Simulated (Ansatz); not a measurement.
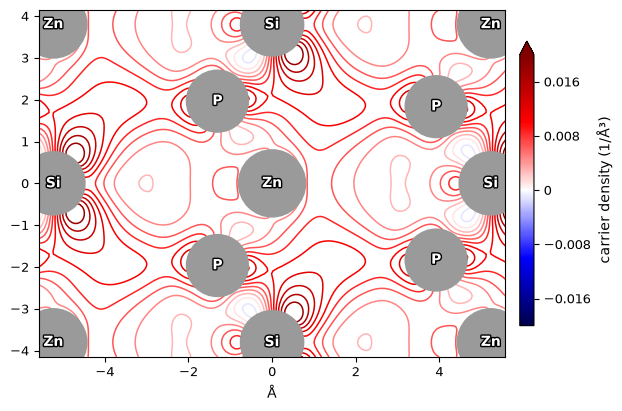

Figure. ZnSiP2. Where the extra electron sits when 0.1 electron is added to the 8-atom cell of the calculation (uniform compensating background, atoms fixed); the change of density for each carrier, counted positive where the carrier is: a map on the (11̄0) plane of the conventional cell, with grey discs over the atomic cores. Cores are masked to 0.8 Å (Zn), 0.8 Å (Si) and 0.8 Å (P).

Space group I-42d; the calculation finds a residual pressure of about −3 GPa at this fixed cell. The cell comes from a database of computed structures, not from a measurement.

All numbers below come from DFT LDA, scalar-relativistic, plane waves, PAW (Ansatz).

Core electrons are frozen (PAW), so the fields are smoothed inside the atomic spheres.

**Describe the change of density.**

The added electron is spread through the whole cell, and no element is preferred much beyond its share of the volume, though the map shows lobes and thin regions outside the cores.
- Over the whole cell, outside the cores, it is densest 0.9 Å from a silicon nucleus.
- The counter-flow of charge adds up to under 0.1 e for each carrier.
- These are shares of the net change, screening included; the states that take the carrier can be more concentrated.

Run times: 54 s (electron) and 57 s (base cell), on 2 threads of Arm Neoverse V2, on a shared host.
